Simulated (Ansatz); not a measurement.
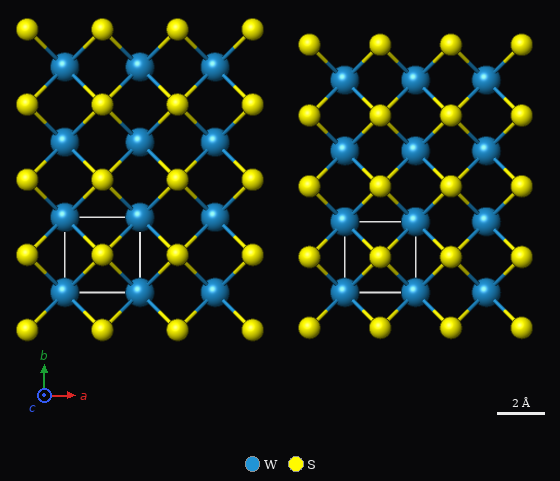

Two geometries of crystalline WS (built on the CsCl (B2) type), drawn at one scale. One is the start of a relaxation, the other its converged end. The picture is a ball-and-stick view of the cell of the calculation, repeated 2 × 3 × 1 with one cell outlined, seen along the c axis.

The calculation used DFT PBE+U, scalar-relativistic, plane waves, PAW (Ansatz 0.2.0). Settings: plane-wave cutoff 420 eV; k-point mesh 14 × 14 × 14; occupations gaussian; smearing width 0.1 eV; U W 6.2 eV; no spin polarisation; cell and atoms relaxed; force threshold 0.01 eV/Å; at most 80 steps.

> Which geometry has the lower energy?

The left one is the relaxed one. The atoms keep their places relative to the cell (all moves are under 0.005 Å). The volume changes by +19.7 %, with a = b = c 3.052 → 3.240 Å (+6.2 %). Some distances before and after: W–W 3.052 → 3.240 Å, S–W 2.643 → 2.806 Å. The space group stays Pm-3m (No. 221). Over 4 accepted moves (6 points after the start) the energy falls by 102 meV per atom. All forces vanish by symmetry, so only the cell relaxes. Pressure: 1.44 GPa at the start and 0.02 GPa at the end. The line search rejected the trial step at point 3 of the run. At 1 point the geometry stayed and the basis and grid were re-selected for the new cell (energy shift of 0.9 meV per atom at most each time).
